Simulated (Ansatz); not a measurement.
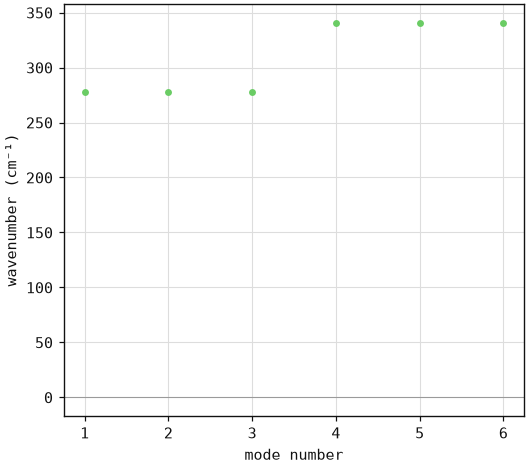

Plotted: zone-centre optical phonon frequencies (the three acoustic modes are left out) for CaF₂, space group Fm-3m (No. 225).

The given structure:
```yaml
crystal:
  lattice:
    - [0.00000, 2.67262, 2.67262]
    - [2.67262, 0.00000, 2.67262]
    - [2.67262, 2.67262, 0.00000]
  atoms:
    - { symbol: Ca, position: [0.00000, 0.00000, 0.00000] }
    - { symbol: F, position: [0.25000, 0.25000, 0.25000] }
    - { symbol: F, position: [0.75000, 0.75000, 0.75000] }
```

Computed with Ansatz 0.2.0: harmonic phonon frequencies at the zone centre with atoms at rest in the given cell, without the long-range term of polar modes, the three translations left out, imaginary frequencies are negative; plane waves with PAW datasets, Γ-centred k mesh. Level: PBEsol, no spin polarisation.

wave cutoff 420 eV; k mesh 8×8×8; occupations fixed; pressure 4 GPa; phonon method linear response.

### Are there unstable modes?

No frequency is imaginary, so the structure is stable to these displacements (zone-boundary modes weren't tested here).

### What is the highest frequency?

The highest mode lies at 340.9 cm⁻¹ (without the field of polar modes).

The computed values:

```tsv
frequency (cm⁻¹)
278.0
278.0
278.0
340.9
340.9
340.9
```
